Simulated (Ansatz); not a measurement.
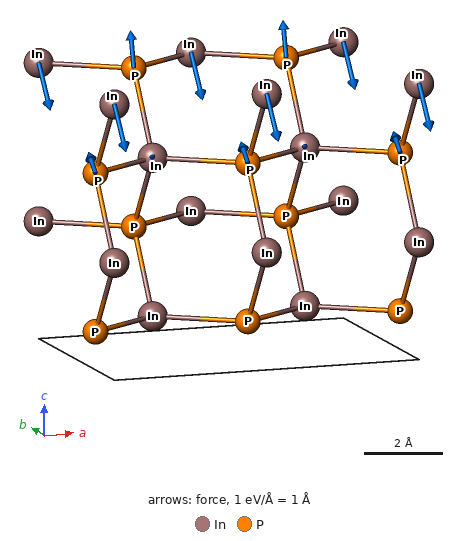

Starting geometry of a slab of composition InP (cut from the F-43m phase) with the computed forces as blue arrows. A ball-and-stick model of the 2 × 1 repeat of the cell, outlined in the plane, without the vacuum, seen slightly off an axis.

Case: clean slab, lower half held. The slab is the (1 1 0) face of InP. 4 atoms are held fixed.

Method: DFT PBEsol, scalar-relativistic, plane waves, PAW in Ansatz 0.2.0.

Input file:
```yaml
crystal:
  lattice:
    - [4.1565024029, 0.0, 0.0]
    - [0.0, 5.8781820702, 0.0]
    - [0.0, 0.0, 23.2347536043]
  atoms:
    - { symbol: In, position: [0.5, 0.5, 0.365831295] }
    - { symbol: P, position: [0.0, 0.25, 0.365831295] }
    - { symbol: In, position: [0.0, 0.0, 0.4552770983] }
    - { symbol: P, position: [0.5, 0.75, 0.4552770983] }
    - { symbol: In, position: [0.5, 0.5, 0.5447229017] }
    - { symbol: P, position: [0.0, 0.25, 0.5447229017] }
    - { symbol: In, position: [0.0, 0.0, 0.634168705] }
    - { symbol: P, position: [0.5, 0.75, 0.634168705] }
basis:
  ecutwfc: 420
kpoints:
  mp_grid: { grid: [7, 5, 1] }
hamiltonian:
  xc: pbesol
scf:
  occupations: { method: gaussian, width: 0.05 }
output:
  forces: true
  eigenvalues: true
  write_density: true
  write_potential: true
  elf: true
  volumetric_format: npy
relax:
  adjacent_minimum: "off"
  f_tol: 0.03
  max_steps: 70
  constraints: [{ sites: [0, 1, 2, 3] }]
efield:
  axis: 3
  dipole_correction: true
  ramp_width: 0.04
```

Command:
```bash
ansatz run input.yaml --threads 2 --pin off --max-ram 5120MiB --backend cpu --events-out ev --progress --plain --runs-dir out
```

> Is this structure relaxed? If not, where do the atoms go?

It isn't relaxed: the largest force vector, on In7, is 1.42 eV/Å. The final displacements follow the starting forces only in part (cosine between the two patterns 0.84). The energy falls by 0.522 eV per cell of the calculation in 4 geometry steps. Largest force component: 1.1 eV/Å at the start, 0.016 eV/Å at the end. In7 moves most: 0.56 Å at 42° to the normal (−c side). Largest moves by element: In 0.56 Å, P 0.27 Å. The cell doesn't change. Among the contacts that change: P4–In5 2.545 → 2.611 Å, P6–In7 2.545 → 2.499 Å, In7–P8 2.545 → 2.507 Å, In3–P6 2.545 → 2.573 Å. Among the angles between lasting bonds that change: In5–P8–In7 109.5° → 92.0°, In3–P6–In7 109.5° → 95.6°, P6–In7–P8 109.5° → 122.8°.
